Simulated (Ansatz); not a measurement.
TiTe$_{2}$

Space group P-3m1.

Input file:

```
crystal:
  lattice:
    - [3.777, 0.0, 0.0]
    - [-1.8885, 3.2709779501, 0.0]
    - [0.0, 0.0, 6.498]
  atoms:
    - { symbol: Ti, position: [0.0, 0.0, 0.0] }
    - { symbol: Te, position: [0.6666666667, 0.3333333333, 0.2628] }
    - { symbol: Te, position: [0.3333333333, 0.6666666667, 0.7372] }
basis:
  ecutwfc: 500
  fft_grid_basis: typed
kpoints:
  mp_grid: { grid: [9, 9, 6] }
hamiltonian:
  xc: r2scan
  pseudopotentials: { kind: paw }
scf:
  occupations: { method: gaussian, width: 0.05 }
output:
  forces: true
  stress: true
  eigenvalues: true
  bader: true
  write_density: true
  volumetric_format: npy
  elf: true
```

Run with:

```sh
ansatz run input.yaml --threads 1 --pin off --max-ram 2560MiB --backend cpu --events-out ev --progress --plain --runs-dir out
```

The picture shows the conventional cell (a = 3.78 Å, b = 3.78 Å, c = 6.50 Å, α = 90.00°, β = 90.00°, γ = 120.00°).

The calculation used DFT r2SCAN, scalar-relativistic, plane waves, PAW in Ansatz 0.2.0.

How does the converged density differ from a superposition of free atoms?

Answer. Te–Ti (2.77 Å): Δρ is +0.09 e/Å³ at the midpoint.
- Over the whole cell, outside the masked cores, the largest gain, 0.09 e/Å³, lies 1.3 Å from a titanium nucleus and 1.4 Å from a tellurium one, and the largest loss lies at the edge of the masked core of Ti.
- In all about 0.22 e an atom is rearranged against the free atoms.
- Bader charges: Ti +1.48 and Te −0.74 e.

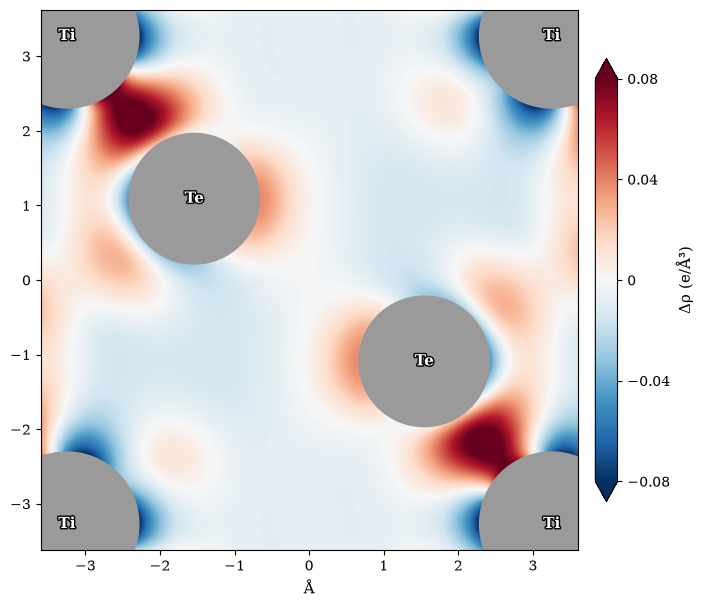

Computed deformation density: a map on the (110) plane of the conventional cell, with grey discs over the atomic cores.

Cores are masked to 1.0 Å (Ti) and 0.9 Å (Te).

In a PAW calculation such maps are meaningful between the atoms, not at the nuclei.

Cost of the run: 71 s on 1 thread of Arm Neoverse N1, with other jobs on the host, peak memory 0.6 GiB.
